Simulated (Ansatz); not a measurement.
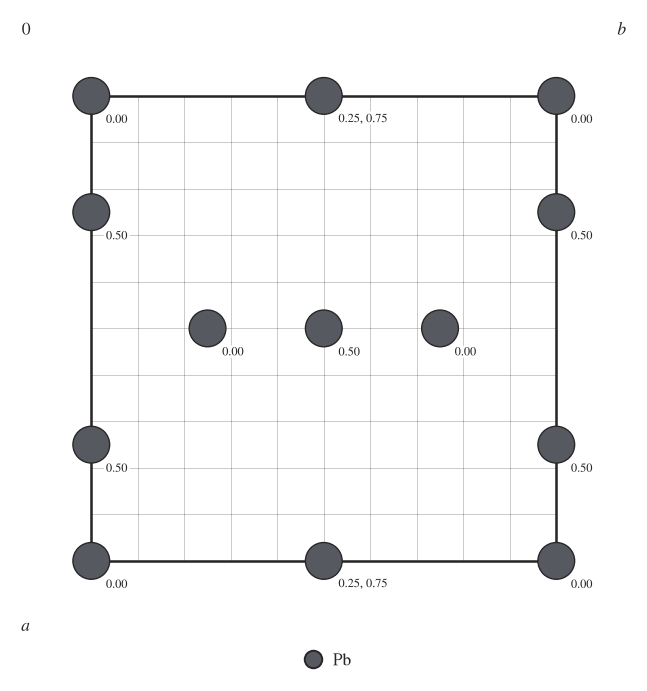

Plan of a unit cell projected along c (a down the page, b across); the numbers are heights as fractions of c, and atoms on the cell's edges are repeated. The grid marks tenths of a and b. Source: the input geometry of an electronic-structure calculation (not necessarily at equilibrium); the starting structure was generated, so it need not be a known form of this composition. Symmetry computed with spglib at a tolerance of 0.002 Å; standard conventional cell.

a = 6.354 Å, b = 6.354 Å, c = 6.354 Å, α = 90.00°, β = 90.00°, γ = 90.00°.

**What does the cell contain?**

8 Pb: Pb, Z = 8.

**Give the fractional coordinates of all atoms, to two places.**

| atom | x | y | z |
| --- | --- | --- | --- |
| Pb | 0.00 | 0.00 | 0.00 |
| Pb | 0.50 | 0.50 | 0.50 |
| Pb | 0.25 | 0.00 | 0.50 |
| Pb | 0.75 | 0.00 | 0.50 |
| Pb | 0.50 | 0.25 | 0.00 |
| Pb | 0.50 | 0.75 | 0.00 |
| Pb | 0.00 | 0.50 | 0.25 |
| Pb | 0.00 | 0.50 | 0.75 |
